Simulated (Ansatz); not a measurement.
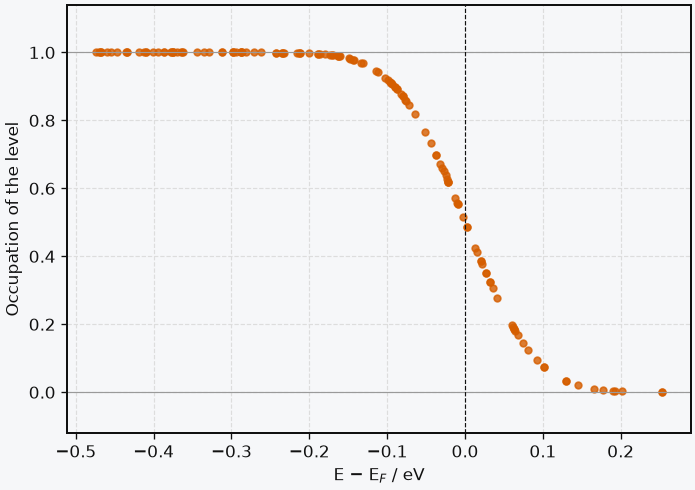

Occupations of the one-electron levels of the k mesh against their energy, from a run on Pd, space group P6_3/mmc (No. 194), 2 atoms in the cell, with Ansatz.

Which smearing scheme was used (Fermi-Dirac, Gaussian, Methfessel-Paxton or cold), and about what width?

Answer. Gaussian smearing with a width of 0.1 eV. The occupations stay between 0 and 1 and die off fast, as an error function; the slope at the Fermi level is 1/(√π × width).
